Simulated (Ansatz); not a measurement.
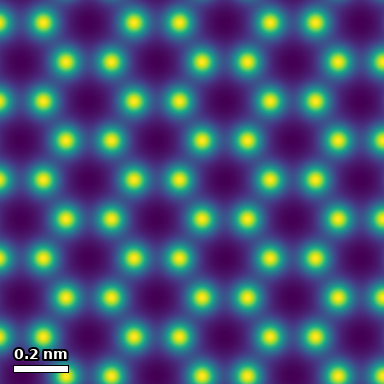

An image along [001] of one of the structures below (computed or model cells, partly hypothetical, each in its standard cell). Simulated as the projected potential of neutral atoms (B = 0.3 Å²) blurred by a 0.65 Å probe, the thin-sample limit of integrated differential phase contrast.

A. Ti
Space group P6_3/mmc (No. 194). a = 2.936 Å, b = 2.936 Å, c = 4.641 Å, α = 90.00°, β = 90.00°, γ = 120.00°
| atom | site | symmetry | x | y | z |
| --- | --- | --- | --- | --- | --- |
| Ti | 2c | -6m2 | 0.6667 | 0.3333 | 0.7500 |

B. Ti
Space group Pm-3n (No. 223). a = 5.044 Å, b = 5.044 Å, c = 5.044 Å, α = 90.00°, β = 90.00°, γ = 90.00°
```tsv
atom	site	symmetry	x	y	z
Ti	2a	m-3.	0.0000	0.0000	0.0000
Ti	6c	-4m.2	0.2500	0.0000	0.5000
```

C. Lu
Space group P6_3/mmc (No. 194). a = 3.538 Å, b = 3.538 Å, c = 5.507 Å, α = 90.00°, β = 90.00°, γ = 120.00°
```json
{"atom": "Lu", "site": "2c", "symmetry": "-6m2", "x": "0.3333", "y": "0.6667", "z": "0.2500"}
```

Which structure was imaged?

A, Ti. Along [001] the projected cells are A 2.94 × 2.94 Å, 120°; B 5.04 × 5.04 Å, 90°; C 3.54 × 3.54 Å, 120°. The image repeats as A does.

Structure A: the geometry relaxed with Ansatz 0.2.0, DFT, r2SCAN, plane waves (500 eV) with PAW, scalar-relativistic; the starting structure was generated, so it need not be a known form of this composition.
